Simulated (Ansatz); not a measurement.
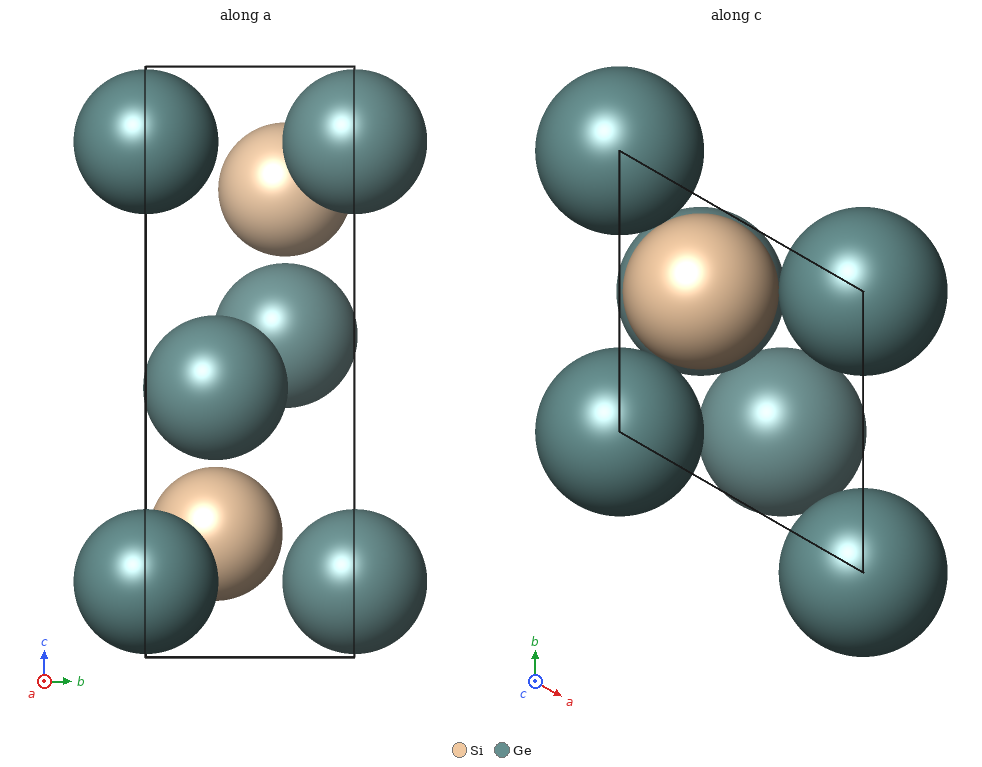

An orthographic space-filling view of the structure, along the a axis and along the c axis. The conventional unit cell is drawn as a box.

SiGe2, space group P-3m1 (No. 164), a = 4.00 Å, b = 4.00 Å, c = 9.79 Å, α = 90.00°, β = 90.00°, γ = 120.00°.

Results below were computed with DFT PBE, scalar-relativistic, plane waves, PAW (Ansatz); the settings were E_cut = 420 eV, a 12×12×4 sampling of the Brillouin zone, Gaussian smearing of 0.02 eV, no spin polarisation.

Question: Is the electronic structure metallic or gapped?

Answer: A semiconductor at this level, with a gap of 0.47 eV, indirect; the smallest direct gap is 0.53 eV.

Question: What is the computed pressure?

Answer: The computed pressure is 0.0 GPa, close to zero.

Its origin is a structure type filled with these elements by a generator (whether the compound takes this form wasn't checked). Earlier steps of the study, as a rule a relaxation of our own, may have changed the cell and positions, so they can lie some per cent off the listed ones. Ansatz was used for an electronic-structure calculation on it.
